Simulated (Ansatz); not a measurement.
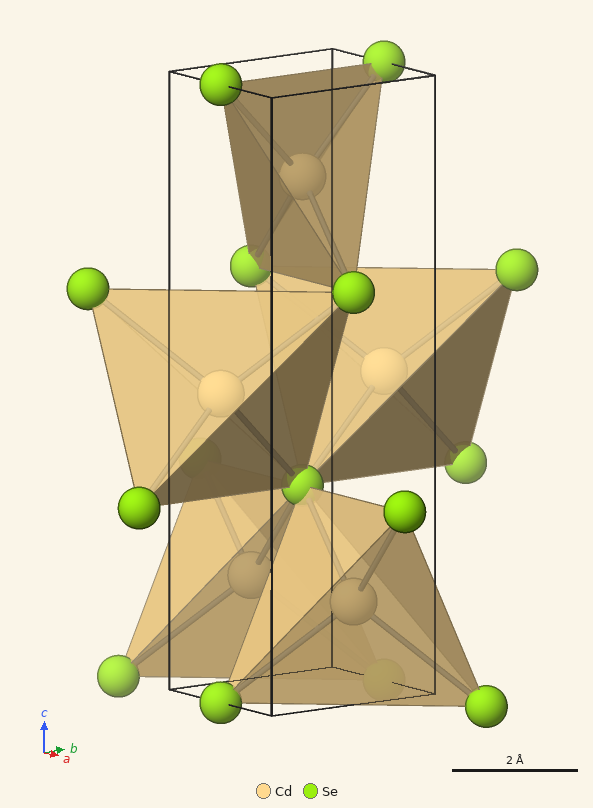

We look at a polyhedral model of the crystal slightly off an axis. The conventional unit cell is drawn as a box. Some atoms of the next cells are drawn as well. Cell: a = 4.29 Å, b = 4.29 Å, c = 9.95 Å, α = 90.00°, β = 90.00°, γ = 120.00°.

The model was built from a structure type filled with these elements by a generator (whether the compound takes this form wasn't checked). Earlier steps of the study may have refined or changed the cell and positions. It went into a calculation with Ansatz.

Question: Describe the arrangement of the atoms.

Answer: The formula is CdSe. The symmetry is that of P6_222 (No. 180), on a primitive hexagonal lattice. With Z = 3, the cell contains 3 Cd, 3 Se. Cd is linked to four Se at about 2.7 Å. Se bonds to four Cd at about 2.7 Å. The bonds build a three-dimensional framework.

Computational set-up: Ansatz 0.2.0, DFT PBE, scalar-relativistic, plane waves, PAW, plane-wave cutoff 420 eV, Brillouin-zone sampling on a 12×12×4 mesh, Gaussian smearing of 0.1 eV, no spin polarisation.

Question: What does the calculation say: metal or gapped?

Answer: A metal: bands cross the Fermi level.

Question: How charged are the atoms, by the Bader scheme?

Answer: Cd +0.73 e; Se -0.73 e.

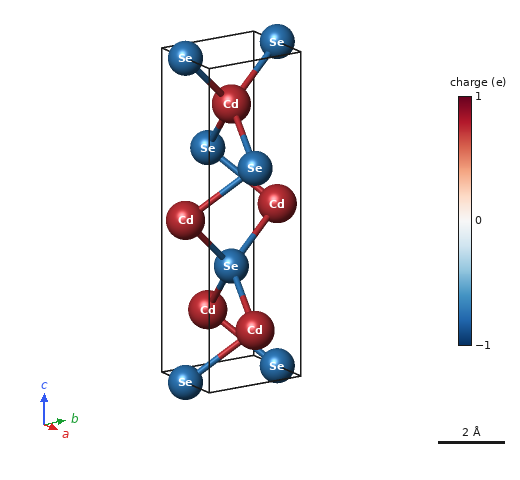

The atoms coloured by those charges. The run's cell of 6 atoms is drawn.

Question: Is the structure relaxed at this level of theory?

Answer: Yes. All forces vanish to within 0.01 eV/Å. The pressure is 0.0 GPa, close to zero.
